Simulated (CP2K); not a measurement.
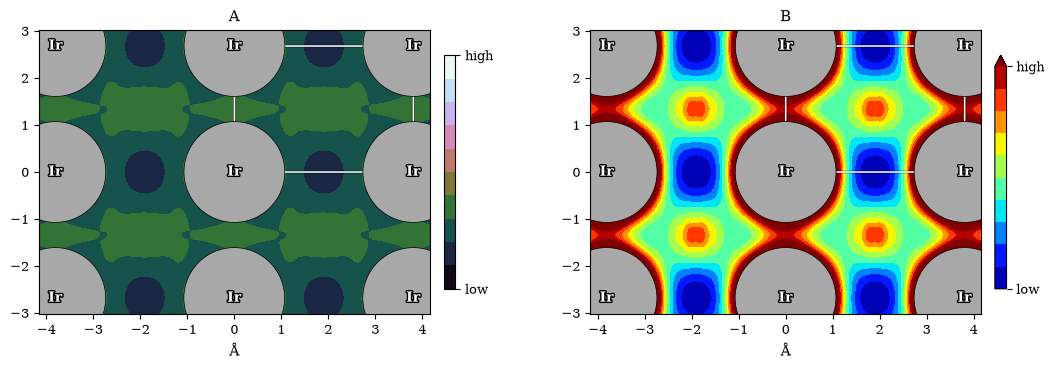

Ir: 2 fields on the (100) plane of the standardised cell, with unlabelled colour scales. Grey discs cover the atomic cores.

Space group P-1; changed on purpose from its base cell (cell strained at random at fixed volume); computed pressure about 10 GPa in this cell.

Computed with CP2K 2026.2, Kohn-Sham DFT of a periodic cell, PBE, GTH-PBE with UZH-TZVP basis.

The calculation's input:

```
&GLOBAL
  PROJECT ir_scf
  RUN_TYPE ENERGY_FORCE
  PRINT_LEVEL LOW
&END GLOBAL
&FORCE_EVAL
  METHOD QS
  STRESS_TENSOR ANALYTICAL
  &DFT
    BASIS_SET_FILE_NAME BASIS_MOLOPT_UZH
    POTENTIAL_FILE_NAME POTENTIAL_UZH
    &MGRID
      CUTOFF 450
      REL_CUTOFF 60
      NGRIDS 4
    &END MGRID
    &QS
      METHOD GPW
      EPS_DEFAULT 1.0E-10
    &END QS
    &KPOINTS
      SCHEME MONKHORST-PACK 12 12 12
      GAMMA_CENTERED T
      SYMMETRY T
      SYMMETRY_BACKEND SPGLIB
    &END KPOINTS
    &SCF
      SCF_GUESS ATOMIC
      EPS_SCF 1.0E-6
      MAX_SCF 100
      ADDED_MOS 11
      CHOLESKY OFF
      EPS_EIGVAL 1.0E-7
      &DIAGONALIZATION ON
        ALGORITHM STANDARD
      &END DIAGONALIZATION
      &MIXING ON
        METHOD BROYDEN_MIXING
        ALPHA 0.4
        BETA 1.5
        NBUFFER 8
      &END MIXING
      &SMEAR ON
        METHOD FERMI_DIRAC
        ELECTRONIC_TEMPERATURE [K] 580.226
      &END SMEAR
    &END SCF
    &XC
      &XC_FUNCTIONAL
        &GGA_X_PBE
        &END GGA_X_PBE
        &GGA_C_PBE
        &END GGA_C_PBE
      &END XC_FUNCTIONAL
    &END XC
    &PRINT
      &KPOINTS ON
      &END KPOINTS
      &MULLIKEN ON
      &END MULLIKEN
      &MO ON
        ENERGIES T
        OCCUPATION_NUMBERS T
        &EACH
          QS_SCF 0
        &END EACH
        ADD_LAST NUMERIC
      &END MO
      &LOWDIN ON
      &END LOWDIN
      &HIRSHFELD ON
        SHAPE_FUNCTION DENSITY
      &END HIRSHFELD
      &E_DENSITY_CUBE ON
        STRIDE 1
      &END E_DENSITY_CUBE
      &V_HARTREE_CUBE ON
        STRIDE 1
      &END V_HARTREE_CUBE
      &ELF_CUBE ON
        STRIDE 1
      &END ELF_CUBE
    &END PRINT
  &END DFT
  &SUBSYS
    &CELL
      ABC 2.7558471545 2.6909171380 2.7065450867
      ALPHA_BETA_GAMMA 59.5435386697 59.3723820646 59.8451941842
      PERIODIC XYZ
    &END CELL
    &COORD
      SCALED
      Ir  -0.0023390000 -0.0031610000 -0.0142520000
    &END COORD
    &KIND Ir
      BASIS_SET TZVP-MOLOPT-PBE-GTH-q17
      POTENTIAL GTH-PBE-q17
    &END KIND
    &PRINT
      &ATOMIC_COORDINATES ON
      &END ATOMIC_COORDINATES
      &CELL ON
      &END CELL
    &END PRINT
  &END SUBSYS
  &PRINT
    &FORCES ON
    &END FORCES
    &STRESS_TENSOR ON
    &END STRESS_TENSOR
  &END PRINT
&END FORCE_EVAL
```

Run with:

```sh
OMP_NUM_THREADS=1 cp2k.psmp -i ir_scf.inp -o ir_scf.out
```

Below, planes, directions and counts refer to the standardised cell (a = 3.82 Å, b = 3.81 Å, c = 2.68 Å, α = 89.95°, β = 133.90°, γ = 90.31°).

Match the panels to the quantities (electron localisation function and valence pseudo-density).

Panel A: electron localisation function. Panel B: valence pseudo-density. From the grid: Ir–Ir (2.68 Å): ρ at the midpoint is about 0.48 e/Å³; the ELF is about 0.35 at the midpoint.
